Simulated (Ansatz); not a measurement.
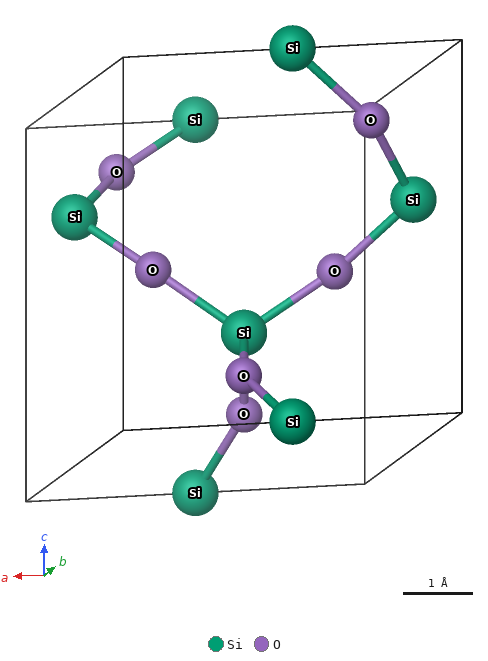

Normal modes of crystalline SiO₂, space group P6₂22 (No. 180), at the zone centre. A ball-and-stick model of the cell of the calculation, seen from a free direction.

Method: Ansatz, DFT PBEsol, scalar-relativistic, plane waves, PAW.

Input file:
```yaml
crystal:
  lattice:
    - [5.0797170108, 0.0, 0.0]
    - [-2.5398585054, 4.3991639754, 0.0]
    - [0.0, 0.0, 5.5590141059]
  atoms:
    - { symbol: Si, position: [0.5, 0.0, 0.0] }
    - { symbol: Si, position: [0.5, 0.5, 0.3333333333] }
    - { symbol: Si, position: [0.0, 0.5, 0.6666666667] }
    - { symbol: O, position: [0.4154623971, 0.2077311985, 0.1666666667] }
    - { symbol: O, position: [0.2077311985, 0.4154623971, 0.5] }
    - { symbol: O, position: [0.7922688015, 0.2077311985, 0.8333333333] }
    - { symbol: O, position: [0.5845376029, 0.7922688015, 0.1666666667] }
    - { symbol: O, position: [0.7922688015, 0.5845376029, 0.5] }
    - { symbol: O, position: [0.2077311985, 0.7922688015, 0.8333333333] }
basis:
  ecutwfc: 420
kpoints:
  mp_grid: { grid: [6, 6, 4] }
hamiltonian:
  xc: pbesol
scf:
  occupations: { method: gaussian, width: 0.05 }
output:
  eigenvalues: true
phonons:
  method: fd
  supercell: [1, 1, 1]
  amplitude: 0.02
  eigenvectors: true
  dielectric: false
```

Run as
```bash
ansatz run input.yaml --threads 2 --pin off --max-ram 5120MiB --backend cpu --events-out ev --progress --plain --runs-dir out
```

Frequencies are those without the non-analytic (LO–TO) term.

Q: Give the spectrum at this point.

A: The calculation's cell holds 9 atoms, so there are 24 optical modes, in 16 levels. The optical modes span 3B₁ + 4E₁ + 4E₂ + 2B₂ + 2A₂ + A₁. One level is unstable (imaginary frequency).

```
level  symmetry  frequency (cm⁻¹)                    activity
    1        B₁               64i                      silent
    2        E₁                73  infrared- and Raman-active
    3        E₂               232                Raman-active
    4        B₁               343                      silent
    5        E₂               374                Raman-active
    6        B₂               387                      silent
    7        E₁               388  infrared- and Raman-active
    8        A₂               395             infrared-active
    9        A₁               416                Raman-active
   10        E₂               659                Raman-active
   11        B₂               758                      silent
   12        E₁               763  infrared- and Raman-active
   13        E₁              1072  infrared- and Raman-active
   14        A₂              1076             infrared-active
   15        B₁              1096                      silent
   16        E₂              1175                Raman-active
```

The displacement patterns (one member of each degenerate set), 6 of the levels:

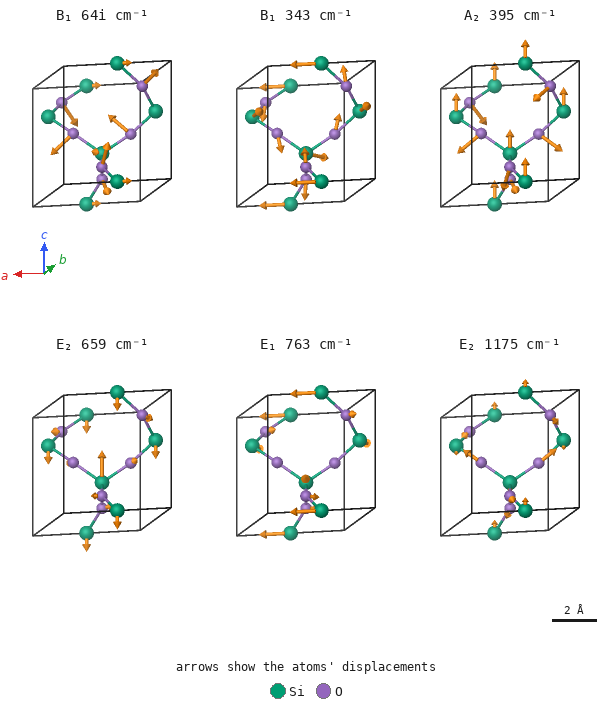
